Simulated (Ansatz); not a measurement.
**Al2Cu: geometry relaxation (part 2 of 2)**

The same run, continued: Al2Cu (slab, 21 atoms in the cell); DFT PBE, scalar-relativistic, plane waves, PAW, no spin polarisation (Ansatz 0.2.0); cutoff 420 eV, 6×6×1 k-mesh, Gaussian smearing of 0.1 eV. The structure derives from an entry of the Crystallography Open Database. The input holds or restrains some coordinates. Forces given for the steps count only the free coordinates. It belongs to a series of runs on one base structure; here: clean surface, atoms relaxed.

Geometry of the input (Å; fractional positions):
```
4.9346  0.0000  0.0000
1.2050  4.7852  0.0000
0.0000  0.0000  30.1021
Al 0.2417  0.5579  0.2990
Cu 0.7056  0.7056  0.3106
Al 0.8533  0.1695  0.3222
Al 0.3616  0.0454  0.3621
Cu 0.5093  0.5093  0.3737
Al 0.9733  0.6571  0.3853
Al 0.8491  0.1653  0.4253
Cu 0.3131  0.3131  0.4369
Al 0.4608  0.7770  0.4485
Al 0.9691  0.6529  0.4884
Cu 0.1168  0.1168  0.5000
Al 0.5807  0.2645  0.5116
Al 0.4566  0.7728  0.5515
Cu 0.9205  0.9205  0.5631
Al 0.0683  0.3845  0.5747
Al 0.5765  0.2603  0.6147
Cu 0.7243  0.7243  0.6263
Al 0.1882  0.8720  0.6379
Al 0.0641  0.3803  0.6778
Cu 0.5280  0.5280  0.6894
Al 0.6757  0.9919  0.7010
```

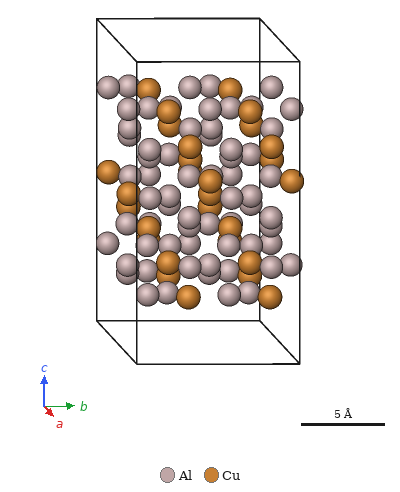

The geometry at step 4 of the log (spheres-only view of the 2 × 2 repeat of the cell, with the vacuum cut short, seen slightly off an axis).

```
SCF converged after 5 iterations
Free energy (F): -53901.321222 eV
Harris-Foulkes:  -53901.321222 eV  (|F-HF|=2.75e-8)
Internal energy: -53901.265215 eV  (E = F + TS)
E sigma→0 (E₀):  -53901.293218 eV
Entropy (-TS):   -0.056008 eV (-2.667 meV/atom)
Fermi energy:    2.037193 eV
Dipole field:    D = -0.000070 V/Å  (p = -0.000277 e·Å, saw-weighted, corrected)
Work function:   Φ+ = 4.5472 eV   Φ− = 4.5451 eV
Levels:          The Fermi level and band energies are counted from a zero that moves with the ramp; work functions are not
--- Per-component energies (eV) ---
  E_band       = -4672.982517
  E_kinetic    = 2405.934803
  E_local      = -228783.545603  (includes V_loc(G=0)·N_el)
  E_nonlocal   = 2839.953691
  E_hartree    = 111620.478781
  E_xc         = -1180.863542
  E_vxc        = -1211.346780  (∫ρ·V_xc dr)
  E_paw        = -18155.144060  (= ΣΔE_a)
  E_vpaw       = -3164.928028  (= ΣTr[D̂ρ^β])
  E_aug_tail   = 0.002002  (compensation charges beyond the density's cutoff)
  E_efield     = 0.000000  (sawtooth field / dipole correction)
  E_vefield    = -0.000100  (∫n·V_field dr)
  E_ewald      = 77351.918714
  E_smearing   = -0.056008  (= −TS)
  E_closure    = 0.000000  (closes the sum)
  Σ components = -53901.321222   (vs F -53901.321222, Δ=0.00e0)
--- Forces (eV/Å), atoms counted from 1 ---
  atom   1  Al    -0.17832475     0.12890521     0.23050882
  atom   2  Cu     0.34476257     0.05654699    -0.17706392
  atom   3  Al    -0.13613675    -0.07098019    -0.04709819
  atom   4  Al     0.08401583    -0.09386465    -0.10851590
  atom   5  Cu    -0.01615659    -0.02166999     0.25136240
  atom   6  Al    -0.03818651    -0.02586585    -0.02907052
  atom   7  Al    -0.03796607     0.05241213    -0.09934684
  atom   8  Cu    -0.00393135    -0.01555194     0.07685089
  atom   9  Al    -0.02018704    -0.00995206    -0.05760467
  atom  10  Al     0.00177432    -0.00729101    -0.04396958
  atom  11  Cu    -0.00052180    -0.00118398    -0.00274978
  atom  12  Al    -0.00363742     0.00371413     0.00071663
  atom  13  Al     0.00266193    -0.00090722    -0.00077956
  atom  14  Cu     0.00543543     0.00284323     0.00427351
  atom  15  Al     0.00369960     0.00088328    -0.00078127
  atom  16  Al    -0.00112041     0.00266952     0.00269981
  atom  17  Cu    -0.00381350    -0.00238587    -0.00340205
  atom  18  Al    -0.00593684    -0.00125735     0.00380313
  atom  19  Al    -0.00434187     0.00035260    -0.00137220
  atom  20  Cu     0.00629165    -0.00050979     0.01200697
  atom  21  Al     0.00163513     0.00308350    -0.01048827
  max |Σ_I F_I| component: 2.06e-5 eV/Å
--- Band table (eV; the first three rows and the last of 20) ---
  k-point 0: bands = ["-111.6447", "-111.6381", "-111.6076", "-111.5902", "-111.5544", "-111.0645", "-110.9644", "-69.0200", "-69.0158", "-69.0131", "-69.0105", "-68.9914", "-68.9829", "-68.9774", "-68.9711", "-68.9638", "-68.9519", "-68.9315", "-68.9250", "-68.9208", "-68.8925", "-68.8630", "-68.5038", "-68.4504", "-68.3811", "-68.3640", "-68.3246", "-68.2413", "-8.4832", "-7.8916", "-6.9629", "-5.7450", "-4.3467", "-3.2681", "-3.2300", "-3.2183", "-3.1298", "-3.0629", "-2.9990", "-2.9792", "-2.9307", "-2.7674", "-2.6325", "-2.5823", "-2.4674", "-2.3508", "-2.1537", "-2.1308", "-2.1190", "-2.0782", "-2.0350", "-2.0117", "-1.8796", "-1.8632", "-1.7972", "-1.7157", "-1.6924", "-1.6776", "-1.5654", "-1.5077", "-1.4477", "-1.4381", "-1.3716", "-1.2309", "-1.1853", "-1.1619", "-1.0339", "-0.9985", "-0.9352", "-0.8845", "-0.8707", "-0.6371", "-0.6003", "-0.5622", "-0.5168", "-0.4242", "-0.2556", "-0.2266", "0.0039", "0.0636", "0.2719", "0.5234", "0.7505", "1.0015", "1.0547", "1.1812", "1.2387", "1.5197", "1.9163", "2.0163", "2.2067", "2.5019", "2.6883", "2.8951", "3.2957", "3.6141", "3.8766", "3.9503", "4.4567", "4.5995", "4.6612", "4.8060", "4.9798", "5.0937", "5.5300", "5.8318", "5.9475", "6.2409", "6.3121"]
  k-point 1: bands = ["-111.6447", "-111.6381", "-111.6076", "-111.5902", "-111.5544", "-111.0645", "-110.9644", "-69.0200", "-69.0158", "-69.0131", "-69.0105", "-68.9914", "-68.9829", "-68.9774", "-68.9711", "-68.9638", "-68.9520", "-68.9315", "-68.9250", "-68.9208", "-68.8925", "-68.8630", "-68.5038", "-68.4504", "-68.3811", "-68.3640", "-68.3246", "-68.2413", "-8.3015", "-7.7119", "-6.7870", "-5.5766", "-4.2624", "-4.2035", "-3.8006", "-3.3373", "-3.2331", "-3.1378", "-3.0170", "-2.9600", "-2.9200", "-2.8106", "-2.7032", "-2.5598", "-2.4184", "-2.2711", "-2.2256", "-2.1927", "-2.1017", "-2.0695", "-2.0214", "-1.9743", "-1.9672", "-1.9246", "-1.8243", "-1.8054", "-1.7278", "-1.6795", "-1.5964", "-1.5702", "-1.5048", "-1.4764", "-1.4343", "-1.3537", "-1.2631", "-1.2048", "-1.1523", "-1.0976", "-1.0011", "-0.9977", "-0.9536", "-0.8652", "-0.8325", "-0.6318", "-0.4659", "-0.3696", "-0.2126", "0.0669", "0.2622", "0.3949", "0.5173", "0.7142", "0.8547", "0.9739", "1.0756", "1.2927", "1.4241", "1.5544", "1.8541", "2.0070", "2.5304", "2.6979", "3.1240", "3.4014", "3.6407", "3.9957", "4.0418", "4.1180", "4.5581", "4.7068", "4.7891", "5.0075", "5.1275", "5.4848", "5.6386", "5.7093", "5.9846", "6.0152", "6.1803"]
  k-point 2: bands = ["-111.6447", "-111.6381", "-111.6076", "-111.5902", "-111.5544", "-111.0645", "-110.9644", "-69.0200", "-69.0158", "-69.0131", "-69.0105", "-68.9914", "-68.9829", "-68.9774", "-68.9711", "-68.9638", "-68.9520", "-68.9315", "-68.9250", "-68.9208", "-68.8925", "-68.8630", "-68.5038", "-68.4504", "-68.3811", "-68.3640", "-68.3246", "-68.2413", "-7.7605", "-7.1781", "-6.2696", "-5.6626", "-5.1504", "-5.0572", "-4.3073", "-3.7832", "-3.3929", "-3.2064", "-3.0409", "-3.0033", "-2.8716", "-2.7789", "-2.6771", "-2.5523", "-2.4330", "-2.3332", "-2.3098", "-2.2464", "-2.1822", "-2.1625", "-2.0496", "-2.0404", "-1.9793", "-1.9603", "-1.9046", "-1.8692", "-1.8384", "-1.7005", "-1.6841", "-1.6165", "-1.5316", "-1.5103", "-1.4620", "-1.3831", "-1.3513", "-1.2698", "-1.2321", "-1.1152", "-1.0879", "-1.0434", "-1.0061", "-0.9643", "-0.9302", "-0.7889", "-0.6677", "-0.4476", "-0.1826", "-0.1199", "0.1550", "0.3334", "0.5261", "0.7182", "0.8293", "0.9860", "1.2947", "1.5432", "1.8103", "2.0243", "2.3941", "2.8256", "3.0434", "3.2809", "3.5671", "3.6703", "3.8948", "4.1054", "4.2638", "4.5275", "4.7262", "4.8563", "4.9772", "5.1360", "5.3145", "5.6363", "5.9015", "6.1074", "6.1356", "6.2194", "6.2730"]
  k-point 19: bands = ["-111.6447", "-111.6381", "-111.6076", "-111.5902", "-111.5544", "-111.0645", "-110.9644", "-69.0200", "-69.0158", "-69.0131", "-69.0105", "-68.9914", "-68.9829", "-68.9774", "-68.9711", "-68.9638", "-68.9520", "-68.9315", "-68.9250", "-68.9208", "-68.8925", "-68.8630", "-68.5038", "-68.4504", "-68.3811", "-68.3640", "-68.3246", "-68.2413", "-6.0754", "-6.0672", "-5.5453", "-5.4959", "-4.7085", "-4.6826", "-4.5902", "-4.5844", "-4.1494", "-4.0977", "-3.7350", "-3.5300", "-3.4026", "-3.2264", "-2.9863", "-2.6880", "-2.6610", "-2.6406", "-2.5484", "-2.5101", "-2.4896", "-2.2756", "-2.2005", "-2.1605", "-2.1117", "-2.0466", "-2.0182", "-1.9828", "-1.9618", "-1.9582", "-1.9014", "-1.8782", "-1.7806", "-1.6998", "-1.6004", "-1.5553", "-1.4993", "-1.4299", "-1.3792", "-1.3342", "-1.1946", "-1.1876", "-1.1242", "-1.1029", "-1.0046", "-0.9945", "-0.9462", "-0.9191", "-0.8604", "-0.6476", "-0.4737", "-0.2978", "0.1012", "0.4239", "0.6676", "0.9342", "1.0080", "1.8026", "1.9768", "2.5532", "2.7605", "3.2452", "3.9953", "4.0555", "4.4130", "4.8571", "5.0932", "5.2631", "5.4364", "5.5121", "5.6639", "5.8746", "6.0303", "6.3527", "6.5502", "6.6560", "6.7697", "6.8865", "7.1637", "7.2668", "7.3454"]
--- Relaxed structure (7 steps of the walk, 7 accepted, 0 SCFs on fresh bases) ---
  F+E_penalty+E_count = -53901.32122229 eV   max|allowed force component| = 1.201e-2 eV/Å
  atoms:
    - { symbol: Al, position: [0.24167256999999995, 0.5578725699999999, 0.29898291999999993] }
    - { symbol: Cu, position: [0.7055985899999998, 0.70559859, 0.31058759] }
    - { symbol: Al, position: [0.8533246, 0.1695246, 0.32219224999999996] }
    - { symbol: Al, position: [0.3616049699999999, 0.045404969999999996, 0.36212039] }
    - { symbol: Cu, position: [0.5093309799999999, 0.50933098, 0.37372505999999994] }
    - { symbol: Al, position: [0.9732569899999997, 0.65705699, 0.38532973] }
    - { symbol: Al, position: [0.8491373599999998, 0.16533736, 0.42525785999999993] }
    - { symbol: Cu, position: [0.31306336999999995, 0.31306337, 0.43686253] }
    - { symbol: Al, position: [0.4607893799999999, 0.7769893799999998, 0.44846719999999995] }
    - { symbol: Al, position: [0.9690697499999998, 0.65286975, 0.48839532999999996] }
    - { symbol: Cu, position: [0.11437136869695315, 0.11882729038159286, 0.4998046610570099] }
    - { symbol: Al, position: [0.5793188518349148, 0.26450009246726547, 0.5117499480366479] }
    - { symbol: Al, position: [0.4510674339138899, 0.7747518349829423, 0.5517785213384088] }
    - { symbol: Cu, position: [0.9184915181064799, 0.9203047436623412, 0.5626327509067862] }
    - { symbol: Al, position: [0.062021216248803315, 0.3854732330100717, 0.5748238571503766] }
    - { symbol: Al, position: [0.5764604262367894, 0.25905300304390494, 0.6135750611977362] }
    - { symbol: Cu, position: [0.7146118561387278, 0.7223816378950435, 0.6254631725473694] }
    - { symbol: Al, position: [0.17640239923453807, 0.8579853198515314, 0.6381824499623637] }
    - { symbol: Al, position: [0.04348985556563212, 0.37952559738086555, 0.6762048158414626] }
    - { symbol: Cu, position: [0.5114217025760304, 0.5087699929820543, 0.6891807017952458] }
    - { symbol: Al, position: [0.5624764676706224, 1.0018088296049161, 0.6982947054968139] }
```

**Trajectory as extended XYZ (Å, eV, eV/Å), 5 of the 7 frames kept, from step=1 to step=7**
```
21
Lattice="4.9346 0.0000 0.0000 1.2050 4.7852 0.0000 0.0000 0.0000 30.1021" Properties=species:S:1:pos:R:3:forces:R:3 step=1 energy=-53901.24466
Al    1.8648    2.6696    9.0000   -0.2014   0.1443   0.2087
Cu    4.3321    3.3765    9.3493    0.3516   0.0570  -0.1772
Al    4.4151    0.8112    9.6986   -0.1221  -0.0815  -0.0580
Al    1.8391    0.2173   10.9006    0.0790  -0.0913  -0.1045
Cu    3.1271    2.4373   11.2499   -0.0095  -0.0234   0.2304
Al    5.5944    3.1442   11.5992   -0.0493  -0.0279  -0.0171
Al    4.3894    0.7912   12.8011   -0.0217   0.0537  -0.0818
Cu    1.9221    1.4981   13.1505   -0.0180  -0.0213   0.0777
Al    3.2101    3.7181   13.4998   -0.0135  -0.0046  -0.0765
Al    5.5687    3.1241   14.7017    0.0226  -0.0163  -0.0367
Cu    0.7171    0.5589   15.0510   -0.0240   0.0308   0.0000
Al    3.1844    1.2658   15.4004    0.0103  -0.0259   0.0367
Al    3.1844    3.6980   16.6023    0.0077   0.0119   0.0765
Cu    5.6517    4.4049   16.9516    0.0250   0.0123  -0.0777
Al    0.8001    1.8397   17.3009   -0.0468   0.0342   0.0818
Al    3.1587    1.2458   18.5028    0.0391   0.0410   0.0171
Cu    4.4467    3.4658   18.8522    0.0250   0.0035  -0.2304
Al    1.9794    4.1727   19.2015    0.0692  -0.0989   0.1045
Al    0.7744    1.8197   20.4034    0.1088   0.0986   0.0580
Cu    3.2417    2.5266   20.7527   -0.1411  -0.3270   0.1773
Al    4.5297    4.7466   21.1021   -0.0908   0.2305  -0.2087
21
Lattice="4.9346 0.0000 0.0000 1.2050 4.7852 0.0000 0.0000 0.0000 30.1021" Properties=species:S:1:pos:R:3:forces:R:3 step=3 energy=-53901.30116
Al    1.8648    2.6696    9.0000   -0.1898   0.1362   0.2240
Cu    4.3321    3.3765    9.3493    0.3472   0.0542  -0.1755
Al    4.4151    0.8112    9.6986   -0.1283  -0.0749  -0.0512
Al    1.8391    0.2173   10.9006    0.0825  -0.0896  -0.1105
Cu    3.1271    2.4373   11.2499   -0.0130  -0.0270   0.2431
Al    5.5944    3.1442   11.5992   -0.0461  -0.0277  -0.0189
Al    4.3894    0.7912   12.8011   -0.0338   0.0554  -0.0783
Cu    1.9221    1.4981   13.1505   -0.0048  -0.0180   0.0863
Al    3.2101    3.7181   13.4998   -0.0217  -0.0002  -0.0625
Al    5.5687    3.1241   14.7017    0.0216  -0.0140  -0.0287
Cu    0.7119    0.5687   15.0492    0.0024  -0.0008  -0.0135
Al    3.1811    1.2657   15.4102    0.0033   0.0021  -0.0165
Al    3.1726    3.7075   16.6131   -0.0073   0.0055  -0.0065
Cu    5.6567    4.4029   16.9418    0.0152   0.0069   0.0129
Al    0.7817    1.8406   17.3150    0.0065  -0.0067  -0.0170
Al    3.1576    1.2504   18.4581    0.0253  -0.0047   0.0020
Cu    4.4230    3.4466   18.8171    0.0562   0.0080   0.0427
Al    1.9604    4.1291   19.2425   -0.0450   0.0043  -0.0229
Al    0.7463    1.8243   20.4172   -0.0394  -0.0025  -0.0430
Cu    3.1951    2.4503   20.7610    0.0614   0.0621  -0.0015
Al    4.2952    4.7849   20.9936   -0.0923  -0.0689   0.0356
21
Lattice="4.9346 0.0000 0.0000 1.2050 4.7852 0.0000 0.0000 0.0000 30.1021" Properties=species:S:1:pos:R:3:forces:R:3 step=4 energy=-53901.31640
Al    1.8648    2.6696    9.0000   -0.1834   0.1309   0.2269
Cu    4.3321    3.3765    9.3493    0.3462   0.0565  -0.1756
Al    4.4151    0.8112    9.6986   -0.1326  -0.0735  -0.0499
Al    1.8391    0.2173   10.9006    0.0841  -0.0917  -0.1082
Cu    3.1271    2.4373   11.2499   -0.0140  -0.0239   0.2493
Al    5.5944    3.1442   11.5992   -0.0419  -0.0265  -0.0250
Al    4.3894    0.7912   12.8011   -0.0322   0.0528  -0.0858
Cu    1.9221    1.4981   13.1505    0.0034  -0.0139   0.0833
Al    3.2101    3.7181   13.4998   -0.0181  -0.0027  -0.0605
Al    5.5687    3.1241   14.7017    0.0154  -0.0014  -0.0260
Cu    0.7139    0.5706   15.0476    0.0027  -0.0001  -0.0055
Al    3.1839    1.2729   15.4096    0.0008  -0.0018  -0.0099
Al    3.1754    3.7147   16.6165    0.0067  -0.0100  -0.0286
Cu    5.6559    4.4056   16.9365    0.0324   0.0077   0.0121
Al    0.7943    1.8424   17.3178    0.0084  -0.0075  -0.0545
Al    3.1826    1.2478   18.4668   -0.0048  -0.0150   0.0265
Cu    4.4287    3.4548   18.8261    0.0483  -0.0250   0.0370
Al    1.9535    4.0945   19.2110   -0.0474   0.0428   0.0456
Al    0.7373    1.8088   20.3728   -0.0645   0.0014  -0.0273
Cu    3.1955    2.4319   20.7648    0.0236   0.0316  -0.0378
Al    4.0961    4.7882   21.0122   -0.0330  -0.0310   0.0141
21
Lattice="4.9346 0.0000 0.0000 1.2050 4.7852 0.0000 0.0000 0.0000 30.1021" Properties=species:S:1:pos:R:3:forces:R:3 step=5 energy=-53901.31772
Al    1.8648    2.6696    9.0000   -0.1774   0.1282   0.2323
Cu    4.3321    3.3765    9.3493    0.3448   0.0572  -0.1761
Al    4.4151    0.8112    9.6986   -0.1369  -0.0707  -0.0462
Al    1.8391    0.2173   10.9006    0.0841  -0.0949  -0.1085
Cu    3.1271    2.4373   11.2499   -0.0162  -0.0200   0.2526
Al    5.5944    3.1442   11.5992   -0.0374  -0.0241  -0.0299
Al    4.3894    0.7912   12.8011   -0.0339   0.0494  -0.1023
Cu    1.9221    1.4981   13.1505    0.0075  -0.0083   0.0696
Al    3.2101    3.7181   13.4998   -0.0161  -0.0124  -0.0634
Al    5.5687    3.1241   14.7017    0.0104   0.0044  -0.0445
Cu    0.7136    0.5689   15.0437   -0.0040  -0.0077   0.0028
Al    3.1846    1.2667   15.4041   -0.0044  -0.0027   0.0014
Al    3.1748    3.7082   16.6054   -0.0183   0.0036   0.0282
Cu    5.6550    4.4063   16.9367    0.0015  -0.0137   0.0203
Al    0.7885    1.8467   17.2977   -0.0042  -0.0019   0.0221
Al    3.1733    1.2343   18.4739   -0.0100   0.0041   0.0081
Cu    4.4082    3.4526   18.8276   -0.0220   0.0016   0.0134
Al    1.9086    4.1017   19.2208   -0.0228  -0.0444  -0.0732
Al    0.6739    1.8118   20.3531   -0.0020   0.0336  -0.0106
Cu    3.1480    2.4191   20.7515   -0.0260   0.0134  -0.0182
Al    3.9231    4.7901   21.0189    0.0831   0.0054   0.0222
21
Lattice="4.9346 0.0000 0.0000 1.2050 4.7852 0.0000 0.0000 0.0000 30.1021" Properties=species:S:1:pos:R:3:forces:R:3 step=7 energy=-53901.32122
Al    1.8648    2.6696    9.0000   -0.1783   0.1289   0.2305
Cu    4.3321    3.3765    9.3493    0.3448   0.0565  -0.1771
Al    4.4151    0.8112    9.6986   -0.1361  -0.0710  -0.0471
Al    1.8391    0.2173   10.9006    0.0840  -0.0939  -0.1085
Cu    3.1271    2.4373   11.2499   -0.0162  -0.0217   0.2514
Al    5.5944    3.1442   11.5992   -0.0382  -0.0259  -0.0291
Al    4.3894    0.7912   12.8011   -0.0380   0.0524  -0.0993
Cu    1.9221    1.4981   13.1505   -0.0039  -0.0156   0.0769
Al    3.2101    3.7181   13.4998   -0.0202  -0.0100  -0.0576
Al    5.5687    3.1241   14.7017    0.0018  -0.0073  -0.0440
Cu    0.7076    0.5686   15.0451   -0.0005  -0.0012  -0.0027
Al    3.1774    1.2657   15.4047   -0.0036   0.0037   0.0007
Al    3.1594    3.7074   16.6097    0.0027  -0.0009  -0.0008
Cu    5.6414    4.4039   16.9364    0.0054   0.0028   0.0043
Al    0.7706    1.8446   17.3034    0.0037   0.0009  -0.0008
Al    3.1568    1.2396   18.4699   -0.0011   0.0027   0.0027
Cu    4.3968    3.4568   18.8277   -0.0038  -0.0024  -0.0034
Al    1.9044    4.1057   19.2106   -0.0059  -0.0013   0.0038
Al    0.6719    1.8161   20.3552   -0.0043   0.0004  -0.0014
Cu    3.1367    2.4346   20.7458    0.0063  -0.0005   0.0120
Al    3.9828    4.7939   21.0201    0.0016   0.0031  -0.0105
```
